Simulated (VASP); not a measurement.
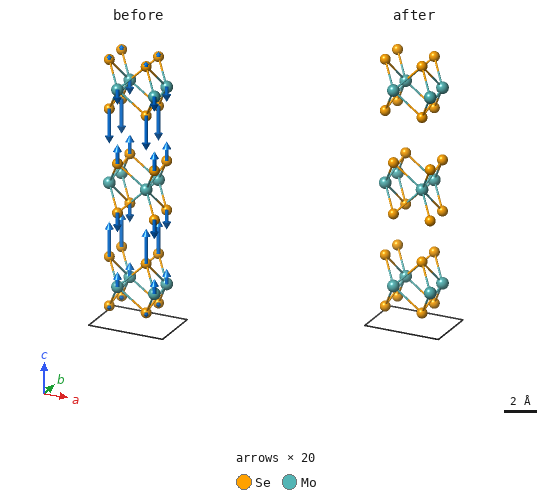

The structure of a slab of composition MoSe2 before (left) and after (right) a relaxation, at one scale. The blue arrows give the displacements (the part carried along by the change of the cell is left out), magnified 20 times.

The picture is a ball-and-stick view of the 2 × 2 repeat of the cell, outlined in the plane, without the vacuum, seen slightly off an axis.

The run lets cell and atoms move.

The calculation used Kohn-Sham DFT of a periodic cell, PBE with D3(BJ), VASP PAW PBE potentials, recommended in VASP 6.6.1.

Input file:
```
PREC = Accurate
ENCUT = 600
EDIFF = 1E-6
ISMEAR = 0
SIGMA = 0.03
LREAL = False
LASPH = True
NELM = 80
ALGO = Normal
ISIF = 3
LWAVE = False
LCHARG = False
GGA = PE
IVDW = 12
IBRION = 2
NSW = 90
EDIFFG = -0.01
LATTICE_CONSTRAINTS = .TRUE. .TRUE. .FALSE.
KPAR = 4
```

Run as
```bash
cat potpaw_PBE.64/Se/POTCAR potpaw_PBE.64/Mo_sv/POTCAR > POTCAR
mpirun -np 4 vasp_std > vasp.out
```

Question: Describe what moved and what it gained.

Answer: After 27 geometry steps the energy has fallen by 0.211 eV per cell of the calculation. Largest force component: 1.2 eV/Å at the start, 0.005 eV/Å at the end. The largest moves, 0.11 Å, are those of Se atoms. Largest moves by element: Se 0.11 Å, Mo 0.05 Å. In the plane the drawn cell goes a 6.576 → 6.558 Å (−0.3 %), b 6.576 → 6.558 Å (−0.3 %). Near-neighbour distances that change, for instance: Mo–Se 2.491 → 2.529 Å. Among the angles between lasting bonds that change: Se–Mo–Se 80.7° → 83.0°.
